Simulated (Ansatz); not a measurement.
## What a change does: band-structure calculation on ZrO2

System: ZrO2 (Fm-3m, 3 atoms in the cell).
Method of the first run: DFT, PBE, plane waves, PAW, no spin polarisation (Ansatz 0.2.0).

The structure was built on a prototype by a generator. The geometry comes from this level: r2SCAN. Text and figures count atoms from 1; the logs count them from 0 in places.

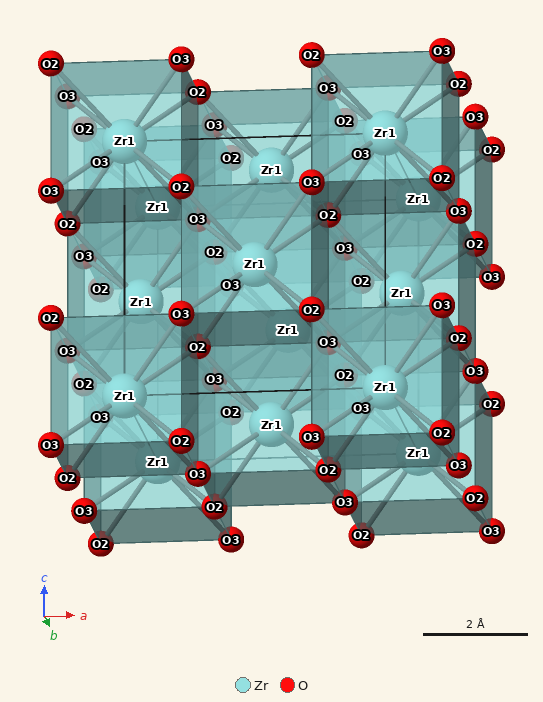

**Figure 1.** The input geometry (polyhedral view of the cell 4 times as large as that of the calculation, set on its symmetry axes, seen at an oblique angle; polyhedra are completed across the faces of the cell; atoms are numbered from 1 in the order of the input).

### The input, the first run
```yaml
crystal:
  lattice:
    - [0.0, 2.544713588, 2.544713588]
    - [2.544713588, 0.0, 2.544713588]
    - [2.544713588, 2.544713588, 0.0]
  atoms:
    - { symbol: Zr, position: [0.0, 0.0, 0.0] }
    - { symbol: O, position: [0.25, 0.25, 0.25] }
    - { symbol: O, position: [0.75, 0.75, 0.75] }
kpoints:
  mp_grid: { grid: [8, 8, 8] }
  band_path:
    path:
      - [0.0, 0.0, 0.0]
      - [0.5, 0.0, 0.5]
      - [0.625, 0.25, 0.625]
      - [0.375, 0.375, 0.75]
      - [0.5, 0.5, 0.5]
      - [0.5, 0.25, 0.75]
      - [0.0, 0.5, 0.5]
    npoints: 1
hamiltonian:
  xc: pbe
scf:
  occupations: { method: fixed }
  n_extra_bands: 4
output:
  forces: true
  stress: true
  eigenvalues: true
```

Launched with:
```bash
ansatz run input.yaml --threads 2 --pin off --max-ram 3686MiB --backend cpu --events-out ev --progress --plain --runs-dir out
```

Hardware: 2 threads of Arm Neoverse V1, 24 GiB of memory available, shared host.

### Output, shortened to warnings, some set-up lines, iterations and results (the first run)
```
Basis set: ecut = 420 eV, 645 PW (Γ), exchange–correlation on 50×50×50 points (8 copies of the dense FFT grid, shifted against one another)
Symmetry: 48 space group operations
k-points: 29 of 512
Initial density: superposition of atomic densities (neutral atoms: chi_scale 0, normalization atom), corrected by the library's trained network
[...]
SCF iter   1: F=—  HF=-5323.814933 eV  |F-HF|=—  |Δ(HF+E_count)|=         —  Δρ=2.19e-3  dr2=1.04e-3  ethr=1.77e-3  ⟨swp⟩=4.0  Hψ=2030  notcnv=0  defer=58
SCF iter   2: F=—  HF=-5323.814296 eV  |F-HF|=—  |Δ(HF+E_count)|=   6.37e-4  Δρ=1.46e-3  dr2=5.42e-4  ethr=4.34e-6  ⟨swp⟩=2.0  Hψ=1102  notcnv=0  defer=58
SCF iter   3: F=—  HF=-5323.814194 eV  |F-HF|=—  |Δ(HF+E_count)|=   1.02e-4  Δρ=5.77e-4  dr2=1.82e-5  ethr=2.26e-6  ⟨swp⟩=2.0  Hψ=694  notcnv=0  defer=58
SCF iter   4: F=—  HF=-5323.814358 eV  |F-HF|=—  |Δ(HF+E_count)|=   1.63e-4  Δρ=1.52e-4  dr2=1.34e-6  ethr=7.59e-8  ⟨swp⟩=2.0  Hψ=748  notcnv=0  defer=20
SCF iter   5: F=-5323.814364 eV  HF=-5323.814364 eV  |F-HF|=4.15e-8  |Δ(HF+E_count)|=   6.26e-6  Δρ=1.34e-5  dr2=1.46e-8  ethr=5.60e-9  ⟨swp⟩=2.0  Hψ=812  notcnv=0  defer=28
SCF iter   6: F=-5323.814364 eV  HF=-5323.814364 eV  |F-HF|=1.08e-9  |Δ(HF+E_count)|=   5.00e-8  Δρ=2.61e-6  dr2=1.63e-9  ethr=6.09e-11  ⟨swp⟩=4.6  Hψ=2213  notcnv=0
SCF 1 converged in 6 iterations: F = -5323.814364 eV  dr2 = 1.63e-9
NSCF: frozen V_eff on 7 k-points
SCF converged after 6 iterations
Free energy (F): -5323.814364 eV
Harris-Foulkes:  -5323.814364 eV  (|F-HF|=1.08e-9)
Internal energy: -5323.814364 eV  (E = F + TS)
E sigma→0 (E₀):  -5323.814364 eV
Fermi energy:    12.157815 eV
--- Per-component energies (eV) ---
  E_band       = -60.699499
  E_kinetic    = 688.023208
  E_local      = -1139.759851  (includes V_loc(G=0)·N_el)
  E_nonlocal   = 171.153833
  E_hartree    = 376.461296
  E_xc         = -312.139103
  E_vxc        = -383.084010  (∫ρ·V_xc dr)
  E_paw        = -3268.853013  (= ΣΔE_a)
  E_vpaw       = -149.959554  (= ΣTr[D̂ρ^β])
  E_aug_tail   = 0.005026  (compensation charges beyond the density's cutoff)
  E_ewald      = -1838.705759
  E_smearing   = -0.000000  (= −TS)
  E_closure    = 0.000000  (closes the sum)
  Σ components = -5323.814364   (vs F -5323.814364, Δ=0.00e0)
--- Forces (eV/Å), atoms counted from 1 ---
  atom   1  Zr    -0.00000000     0.00000000    -0.00000000
  atom   2  O      0.00000000    -0.00000000     0.00000000
  atom   3  O      0.00000000     0.00000000    -0.00000000
  max |Σ_I F_I| component: 2.31e-18 eV/Å
--- Stress (GPa, compression-positive) ---
        3.797973       0.000000      -0.000000
        0.000000       3.797973      -0.000000
        0.000000      -0.000000       3.797973
  P = ⅓ Tr σ = 3.7980 GPa (37.980 kbar)
```

The second run used a changed input.

### The two runs side by side

| quantity | the first run | the second run |
| --- | --- | --- |
| outcome | converged | converged |
| free energy per atom (eV) | −1774.6048 | −1779.3531 |
| gap on the mesh (eV) | 3.36 | 3.89 |
| pressure (GPa) | 3.80 | −0.01 |
| largest force (eV/Å) | 0.000 | 0.000 |
| SCF iterations | 6 | 6 |
| irreducible k-points | 29 | 29 |
| plane waves at Γ | 645 | 869 |
| wall time (shared host) | 0.82 s | 1.9 s |

What was changed in the input?

The change (lines with − go, lines with + come):
```diff
-  xc: pbe
+  xc: r2scan
```

The total energies belong to different methods, so their difference says nothing on which is more stable or more accurate. The gap on the mesh goes from 3.36 to 3.89 eV. The pressure goes from 3.80 to −0.01 GPa. The functional changes from PBE to r2SCAN. The number of SCF iterations is the same. The default cutoff goes from 420 to 500 eV with the change. The plane waves at Γ go from 645 to 869.

### Output, shortened to warnings, some set-up lines, iterations and results (the second run)
```
Basis set: ecut = 500 eV, 869 PW (Γ), exchange–correlation on 108×108×108 points (64 copies of the dense FFT grid, shifted against one another)
Symmetry: 48 space group operations
k-points: 29 of 512
Initial density: superposition of atomic densities (neutral atoms: chi_scale 0, normalization atom), corrected by the library's trained network
[...]
SCF iter   1: F=—  HF=-5337.993814 eV  |F-HF|=—  |Δ(HF+E_count)|=         —  Δρ=1.63e-2  dr2=1.08e-1  dr2_τ=1.94e-1  ethr=1.77e-3  ⟨swp⟩=4.0  Hψ=2101  notcnv=0  defer=57
SCF iter   2: F=—  HF=-5338.065397 eV  |F-HF|=—  |Δ(HF+E_count)|=   7.16e-2  Δρ=1.21e-2  dr2=2.72e-2  dr2_τ=1.02e-2  ethr=4.49e-4  ⟨swp⟩=2.0  Hψ=980  notcnv=0  defer=58
SCF iter   3: F=—  HF=-5338.059054 eV  |F-HF|=—  |Δ(HF+E_count)|=   6.34e-3  Δρ=3.32e-3  dr2=1.61e-3  dr2_τ=2.23e-4  ethr=1.13e-4  ⟨swp⟩=2.0  Hψ=718  notcnv=0  defer=58
SCF iter   4: F=—  HF=-5338.059383 eV  |F-HF|=—  |Δ(HF+E_count)|=   3.29e-4  Δρ=7.90e-4  dr2=7.96e-5  dr2_τ=1.97e-5  ethr=6.71e-6  ⟨swp⟩=2.4  Hψ=752  notcnv=0  defer=58
SCF iter   5: F=—  HF=-5338.059394 eV  |F-HF|=—  |Δ(HF+E_count)|=   1.14e-5  Δρ=9.35e-5  dr2=7.09e-7  dr2_τ=2.41e-7  ethr=3.32e-7  ⟨swp⟩=2.1  Hψ=661  notcnv=0  defer=11
SCF iter   6: F=-5338.059396 eV  HF=-5338.059396 eV  |F-HF|=5.02e-9  |Δ(HF+E_count)|=   1.34e-6  Δρ=1.28e-5  dr2=1.74e-8  dr2_τ=9.79e-9  ethr=4.17e-10  ⟨swp⟩=7.2  Hψ=2463  …
SCF 1 converged in 6 iterations: F = -5338.059396 eV  dr2 = 1.74e-8
NSCF: frozen V_eff on 7 k-points
SCF converged after 6 iterations
Free energy (F): -5338.059396 eV
Harris-Foulkes:  -5338.059396 eV  (|F-HF|=5.02e-9)
Internal energy: -5338.059396 eV  (E = F + TS)
E sigma→0 (E₀):  -5338.059396 eV
Fermi energy:    11.843398 eV
--- Per-component energies (eV) ---
  E_band       = -80.385942
  E_kinetic    = 689.416694
  E_local      = -1139.456250  (includes V_loc(G=0)·N_el)
  E_nonlocal   = 169.276460
  E_hartree    = 376.866545
  E_xc         = -305.738679
  E_vxc        = -426.447729  (∫ρ·V_xc dr)
  E_paw        = -3289.491713  (= ΣΔE_a)
  E_vpaw       = -152.707557  (= ΣTr[D̂ρ^β])
  E_aug_tail   = 0.001929  (compensation charges beyond the density's cutoff)
  E_vtau       = 25.796886  (kinetic-family band-sum trace: ∫τ·v_τ [+ j·A + Jᵃ·Aᵃ] dr)
  E_ewald      = -1838.705759
  E_core_change = -0.228623  (= ΣΔE_core)
  E_smearing   = -0.000000  (= −TS)
  E_closure    = 0.000000  (closes the sum)
  Σ components = -5338.059396   (vs F -5338.059396, Δ=0.00e0)
--- Forces (eV/Å), atoms counted from 1 ---
  atom   1  Zr    -0.00000000     0.00000000    -0.00000000
  atom   2  O      0.00000000     0.00000000    -0.00000000
  atom   3  O      0.00000000     0.00000000    -0.00000000
  max |Σ_I F_I| component: 6.94e-18 eV/Å
--- Stress (GPa, compression-positive) ---
       -0.014642       0.000000       0.000000
        0.000000      -0.014642       0.000000
       -0.000000      -0.000000      -0.014642
  P = ⅓ Tr σ = -0.0146 GPa (-0.146 kbar)
```
